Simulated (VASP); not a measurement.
NiO, space group Fm-3m (No. 225), a = 4.150 Å, b = 4.150 Å, c = 4.150 Å, α = 90.00°, β = 90.00°, γ = 90.00°

```csv
site,Wyckoff,x,y,z
Ni,4b,0.5000,0.0000,0.0000
O,4a,0.0000,0.0000,0.0000
```

Origin: the end point of a relaxation with VASP Kohn-Sham DFT of a periodic cell, PBE with TS, VASP PAW PBE potentials, recommended (VASP).

Q: Describe the coordination of Ni.

A: NiO6: an essentially ideal octahedron (coordination number 6, S = 0.00; next best trigonal prism, S = 16.7). Bonds: 6 × Ni–O 2.07 Å. The next neighbour, not counted, lies at 2.93 Å.

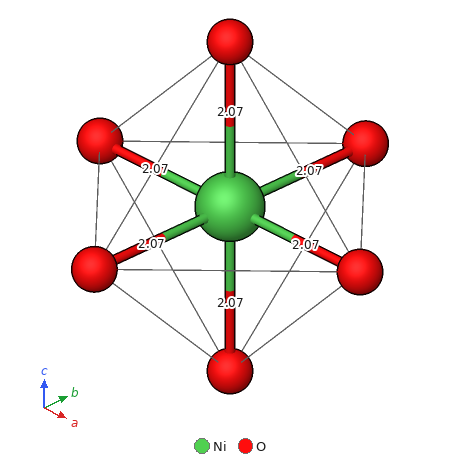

The polyhedron about Ni. The shape measure S (0 to 100) is the computed least-squares distance from an ideal polyhedron; S = 0 means ideal.
